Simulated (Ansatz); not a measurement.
**Gd: a changed input and its effect**

System: Gd (Fm-3m, 1 atom in the cell).
Method of the first run: DFT PBE, scalar-relativistic, plane waves, PAW, spin-polarised (Ansatz 0.2.0).

The structure was built on a prototype by a generator; it need not be a known phase. Text and figures count atoms from 1; the logs count them from 0 in places.

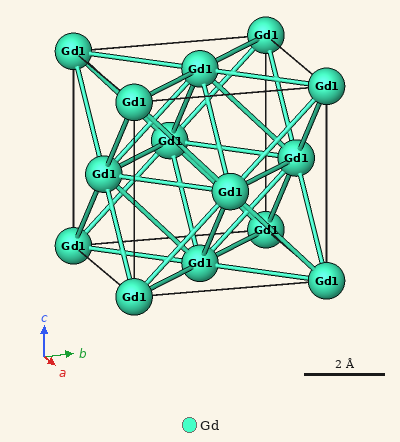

The input geometry (ball-and-stick view of the cell 4 times as large as that of the calculation, set on its symmetry axes, seen slightly off an axis; atoms are numbered from 1 in the order of the input).

**Input file, the first run**
```yaml
crystal:
  lattice:
    - [0.0, 2.5466044155, 2.5466044155]
    - [2.5466044155, 0.0, 2.5466044155]
    - [2.5466044155, 2.5466044155, 0.0]
  atoms:
    - { symbol: Gd, position: [0.0, 0.0, 0.0], spin: 7.94 }
basis:
  ecutwfc: 600
  ecutrho_ratio: 5
kpoints:
  mp_grid: { grid: [6, 6, 6] }
hamiltonian:
  xc: pbe
scf:
  occupations: { method: gaussian, width: 0.05 }
output:
  forces: true
  stress: true
  eigenvalues: true
  populations: true
magnetization:
  spin_polarized: true
```

Hardware: 4 threads of an x86-64 CPU, shared host.

**Output, shortened to warnings, some set-up lines, iterations and results (the first run)**
```
Warning: where an SCF of this run starts from atoms to list the orders of its open shells, Gd (site 0, from 0) starts with 6.64 μB on its 4f shell and 0.64 μB on its 5d shell, in the place of the 7.94 μB that the deck gives it: its open shells can hold no more by Hund's first rule. To start from spheres of the given moment, type scf.initial_density.shell_occupations: []
Basis set: ecut = 600 eV, 1067 PW (Γ), exchange–correlation on 72×72×72 points (8 copies of the dense FFT grid, shifted against one another)
Symmetry: 48 space group operations
k-points: 16 of 216
Initial density: superposition of atomic densities (chi_scale 0.1, normalization cell)
[...]
SCF iter   1: F=—  HF=-9331.927696 eV  |F-HF|=—  |Δ(HF+E_count)|=         —  Δρ=2.86e-2 (↑7.96e-3 ↓2.86e-2)  dr2=1.72e-1  dr2_m=9.23e-2  M=7.269 μB ∫|m|=7.269 μB  β_m=0.30  …
SCF iter   2: F=—  HF=-9331.998570 eV  |F-HF|=—  |Δ(HF+E_count)|=   7.09e-2  Δρ=2.43e-2 (↑6.98e-3 ↓2.43e-2)  dr2=1.28e-1  dr2_m=6.75e-2  M=7.293 μB ∫|m|=7.293 μB  β_m=0.36  …
SCF iter   3: F=—  HF=-9332.135577 eV  |F-HF|=—  |Δ(HF+E_count)|=   1.37e-1  Δρ=1.17e-2 (↑2.33e-3 ↓1.17e-2)  dr2=3.95e-2  dr2_m=1.29e-2  M=7.378 μB ∫|m|=7.378 μB  β_m=0.55  …
SCF iter   4: F=—  HF=-9332.174832 eV  |F-HF|=—  |Δ(HF+E_count)|=   3.93e-2  Δρ=2.43e-3 (↑1.64e-3 ↓2.43e-3)  dr2=2.14e-3  dr2_m=3.10e-4  M=7.406 μB ∫|m|=7.406 μB  β_m=0.59  …
SCF iter   5: F=—  HF=-9332.176179 eV  |F-HF|=—  |Δ(HF+E_count)|=   1.35e-3  Δρ=1.19e-3 (↑4.25e-4 ↓1.19e-3)  dr2=1.88e-4  dr2_m=1.77e-4  M=7.405 μB ∫|m|=7.405 μB  β_m=0.74  …
SCF iter   6: F=—  HF=-9332.177317 eV  |F-HF|=—  |Δ(HF+E_count)|=   1.14e-3  Δρ=5.82e-4 (↑1.88e-4 ↓5.82e-4)  dr2=6.80e-5  dr2_m=4.26e-5  M=7.404 μB ∫|m|=7.404 μB  β_m=0.81  …
SCF iter   7: F=—  HF=-9332.177610 eV  |F-HF|=—  |Δ(HF+E_count)|=   2.93e-4  Δρ=9.01e-5 (↑3.76e-5 ↓9.01e-5)  dr2=1.49e-6  dr2_m=1.03e-6  M=7.404 μB ∫|m|=7.404 μB  β_m=0.91  …
SCF iter   8: F=—  HF=-9332.177622 eV  |F-HF|=—  |Δ(HF+E_count)|=   1.23e-5  Δρ=2.89e-5 (↑1.59e-5 ↓2.89e-5)  dr2=9.37e-8  dr2_m=1.45e-7  M=7.403 μB ∫|m|=7.403 μB  β_m=0.95  …
SCF iter   9: F=—  HF=-9332.177623 eV  |F-HF|=—  |Δ(HF+E_count)|=   1.26e-6  Δρ=8.44e-6 (↑4.17e-6 ↓8.44e-6)  dr2=1.85e-8  dr2_m=1.01e-8  M=7.402 μB ∫|m|=7.402 μB  β_m=0.98  …
SCF iter  10: F=-9332.177624 eV  HF=-9332.177624 eV  |F-HF|=5.64e-11  |Δ(HF+E_count)|=   5.18e-8  Δρ=8.86e-7 (↑8.86e-7 ↓5.52e-7)  dr2=4.70e-10  dr2_m=9.03e-11  M=7.402 μB …
SCF 1 converged in 10 iterations: F = -9332.177624 eV  dr2 = 4.70e-10
the search or the solves at the SCF's close seem to have found levels that the self-consistency loop had missed (the run counts 1). By its estimate they hold under 1e-12 electrons; where the run keeps them, the occupations were computed again with them
SCF converged after 10 iterations
Magnetization: 7.4024 μB (12.7012 up, 5.2988 down)
Absolute magnetization: 7.4024 μB (∫|ρ↑−ρ↓|, with the PAW one-centre terms)
Spin contamination: 0.0066 ħ² per cell (⟨S²⟩ above its minimum at these occupations)
Per-site moments (μB) at R_I (Å): [(7.2152754502348655, 1.4855950322397147)]
Free energy (F): -9332.177624 eV
Harris-Foulkes:  -9332.177624 eV  (|F-HF|=5.64e-11)
Internal energy: -9332.176245 eV  (E = F + TS)
E sigma→0 (E₀):  -9332.176934 eV
Entropy (-TS):   -0.001378 eV (-1.378 meV/atom)
Fermi energy:    12.319150 eV
--- Per-component energies (eV) ---
  E_band       = -30.915213
  E_kinetic    = 401.925988
  E_local      = -2117.388747  (includes V_loc(G=0)·N_el)
  E_nonlocal   = 290.181141
  E_hartree    = 875.323421
  E_xc         = -232.600121
  E_vxc        = -252.076417  (∫ρ·V_xc dr)
  E_paw        = -6449.703456  (= ΣΔE_a)
  E_vpaw       = -104.202902  (= ΣTr[D̂ρ^β])
  E_aug_tail   = 0.000000  (compensation charges beyond the density's cutoff)
  E_ewald      = -2099.914471
  E_smearing   = -0.001378  (= −TS)
  E_closure    = 0.000000  (closes the sum)
  Σ components = -9332.177624   (vs F -9332.177624, Δ=0.00e0)
--- Forces (eV/Å), atoms counted from 1 ---
  atom   1  Gd    -0.00000000    -0.00000000    -0.00000000
  max |Σ_I F_I| component: 5.75e-32 eV/Å
--- Stress (GPa, compression-positive) ---
       -0.211885      -0.000000      -0.000000
        0.000000      -0.211885       0.000000
        0.000000       0.000000      -0.211885
  P = ⅓ Tr σ = -0.2119 GPa (-2.119 kbar)
--- Löwdin populations: 1 site ---
  site symbol       q [e]    m [muB]
     0     Gd     17.9638     7.3908
  spilling = 0.002010 (of n_electrons = 18.000000)
```

The input of the second run differs as follows (lines with − go, lines with + come):
```diff
-    - [0.0, 2.5466044155, 2.5466044155]
-    - [2.5466044155, 0.0, 2.5466044155]
-    - [2.5466044155, 2.5466044155, 0.0]
+    - [0.0, 2.5500089709, 2.5500089709]
+    - [2.5500089709, 0.0, 2.5500089709]
+    - [2.5500089709, 2.5500089709, 0.0]
-    - { symbol: Gd, position: [0.0, 0.0, 0.0], spin: 7.94 }
+    - { symbol: Gd, position: [0.0, 0.0, 0.0], spin: 7.0 }
```

How does the second run compare with the first run?

With the same functional and potentials, the second run lies 0.23 meV per atom higher. The volume per atom goes from 33.03 to 33.16 Å³. The SCF takes 11 iterations against 10.

**Output, shortened to warnings, some set-up lines, iterations and results (the second run)**
```
Basis set: ecut = 600 eV, 1067 PW (Γ), exchange–correlation on 72×72×72 points (8 copies of the dense FFT grid, shifted against one another)
Symmetry: 48 space group operations
k-points: 16 of 216
Initial density: superposition of atomic densities (chi_scale 0.1, normalization cell)
[...]
SCF iter   1: F=—  HF=-9331.954558 eV  |F-HF|=—  |Δ(HF+E_count)|=         —  Δρ=2.81e-2 (↑7.70e-3 ↓2.81e-2)  dr2=1.61e-1  dr2_m=9.08e-2  M=7.085 μB ∫|m|=7.085 μB  β_m=0.30  …
SCF iter   2: F=—  HF=-9332.012734 eV  |F-HF|=—  |Δ(HF+E_count)|=   5.82e-2  Δρ=2.38e-2 (↑6.66e-3 ↓2.38e-2)  dr2=1.21e-1  dr2_m=6.52e-2  M=7.121 μB ∫|m|=7.121 μB  β_m=0.38  …
SCF iter   3: F=—  HF=-9332.135728 eV  |F-HF|=—  |Δ(HF+E_count)|=   1.23e-1  Δρ=1.14e-2 (↑2.70e-3 ↓1.14e-2)  dr2=3.98e-2  dr2_m=1.26e-2  M=7.275 μB ∫|m|=7.275 μB  β_m=0.59  …
SCF iter   4: F=—  HF=-9332.173706 eV  |F-HF|=—  |Δ(HF+E_count)|=   3.80e-2  Δρ=2.76e-3 (↑1.88e-3 ↓2.76e-3)  dr2=3.88e-3  dr2_m=4.98e-4  M=7.376 μB ∫|m|=7.376 μB  β_m=0.79  …
SCF iter   5: F=—  HF=-9332.177430 eV  |F-HF|=—  |Δ(HF+E_count)|=   3.72e-3  Δρ=7.83e-4 (↑7.03e-4 ↓7.83e-4)  dr2=9.11e-4  dr2_m=4.48e-5  M=7.401 μB ∫|m|=7.401 μB  β_m=0.85  …
SCF iter   6: F=—  HF=-9332.177393 eV  |F-HF|=—  |Δ(HF+E_count)|=   3.73e-5  Δρ=2.75e-4 (↑2.75e-4 ↓2.15e-4)  dr2=5.23e-5  dr2_m=2.73e-6  M=7.406 μB ∫|m|=7.406 μB  β_m=0.93  …
SCF iter   7: F=—  HF=-9332.177392 eV  |F-HF|=—  |Δ(HF+E_count)|=   9.23e-7  Δρ=1.17e-4 (↑1.07e-4 ↓1.17e-4)  dr2=1.16e-5  dr2_m=1.97e-6  M=7.406 μB ∫|m|=7.406 μB  β_m=0.90  …
SCF iter   8: F=—  HF=-9332.177396 eV  |F-HF|=—  |Δ(HF+E_count)|=   4.15e-6  Δρ=4.27e-5 (↑4.27e-5 ↓3.36e-5)  dr2=2.06e-6  dr2_m=1.10e-7  M=7.406 μB ∫|m|=7.406 μB  β_m=0.95  …
SCF iter   9: F=—  HF=-9332.177396 eV  |F-HF|=—  |Δ(HF+E_count)|=   9.64e-8  Δρ=2.66e-5 (↑9.51e-6 ↓2.66e-5)  dr2=2.06e-7  dr2_m=7.04e-8  M=7.406 μB ∫|m|=7.406 μB  β_m=0.89  …
SCF iter  10: F=—  HF=-9332.177397 eV  |F-HF|=—  |Δ(HF+E_count)|=   3.59e-7  Δρ=2.79e-6 (↑1.93e-6 ↓2.79e-6)  dr2=1.84e-9  dr2_m=1.17e-9  M=7.406 μB ∫|m|=7.406 μB  β_m=0.94  …
SCF iter  11: F=-9332.177397 eV  HF=-9332.177397 eV  |F-HF|=1.43e-8  |Δ(HF+E_count)|=   5.65e-9  Δρ=7.03e-6 (↑1.16e-6 ↓7.03e-6)  dr2=1.37e-8  dr2_m=4.06e-9  M=7.406 μB …
SCF 1 converged in 11 iterations: F = -9332.177397 eV  dr2 = 1.37e-8
the search or the solves at the SCF's close seem to have found levels that the self-consistency loop had missed (the run counts 1). By its estimate they hold under 1e-12 electrons; where the run keeps them, the occupations were computed again with them
SCF converged after 11 iterations
Magnetization: 7.4057 μB (12.7028 up, 5.2972 down)
Absolute magnetization: 7.4057 μB (∫|ρ↑−ρ↓|)
Spin contamination: 0.0066 ħ² per cell (⟨S²⟩ above its minimum at these occupations)
Per-site moments (μB) at R_I (Å): [(7.21719760149522, 1.4875811242131838)]
Free energy (F): -9332.177397 eV
Harris-Foulkes:  -9332.177397 eV  (|F-HF|=1.43e-8)
Internal energy: -9332.176097 eV  (E = F + TS)
E sigma→0 (E₀):  -9332.176747 eV
Entropy (-TS):   -0.001300 eV (-1.300 meV/atom)
Fermi energy:    12.263872 eV
--- Per-component energies (eV) ---
  E_band       = -32.011277
  E_kinetic    = 401.828741
  E_local      = -2121.846972  (includes V_loc(G=0)·N_el)
  E_nonlocal   = 290.221577
  E_hartree    = 877.014803
  E_xc         = -232.558022
  E_vxc        = -252.019691  (∫ρ·V_xc dr)
  E_paw        = -6449.725380  (= ΣΔE_a)
  E_vpaw       = -104.231376  (= ΣTr[D̂ρ^β])
  E_aug_tail   = 0.000000  (compensation charges beyond the density's cutoff)
  E_ewald      = -2097.110843
  E_smearing   = -0.001300  (= −TS)
  E_closure    = 0.000000  (closes the sum)
  Σ components = -9332.177397   (vs F -9332.177397, Δ=0.00e0)
--- Forces (eV/Å), atoms counted from 1 ---
  atom   1  Gd    -0.00000000    -0.00000000     0.00000000
  max |Σ_I F_I| component: 4.72e-32 eV/Å
--- Stress (GPa, compression-positive) ---
       -0.337046       0.000000      -0.000000
        0.000000      -0.337046       0.000000
        0.000000       0.000000      -0.337046
  P = ⅓ Tr σ = -0.3370 GPa (-3.370 kbar)
--- Löwdin populations: 1 site ---
  site symbol       q [e]    m [muB]
     0     Gd     17.9632     7.3937
  spilling = 0.002044 (of n_electrons = 18.000000)
```

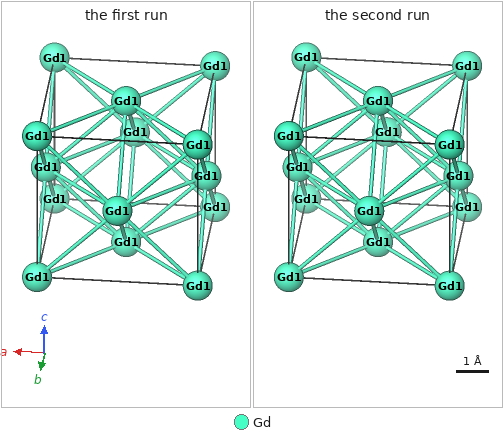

The two input geometries at one scale (ball-and-stick view of the cell 4 times as large as that of the calculation, set on its symmetry axes, seen at an oblique angle). No atom moves by more than 0.005 Å relative to the cell. Cell: a = b = c 5.093 → 5.100 Å (+0.1 %). Volume +0.4 %. Among the contacts that change: Gd1–Gd1 3.601 → 3.606 Å.

**The two runs side by side**

```csv
quantity,the first run,the second run
outcome,converged,converged
free energy per atom (eV),−9332.1776,−9332.1774
"energy per atom, smearing taken to zero (eV)",−9332.1769,−9332.1767
gap on the mesh (eV),0.00,0.00
net moment of the cell (μB),7.40,7.41
absolute moment of the cell (μB),7.40,7.41
pressure (GPa),−0.21,−0.34
volume per atom (Å³),33.03,33.16
largest force (eV/Å),0.000,0.000
SCF iterations,10,11
irreducible k-points,16,16
plane waves at Γ,1067,1067
wall time (shared host),1.3 s,1.4 s
```
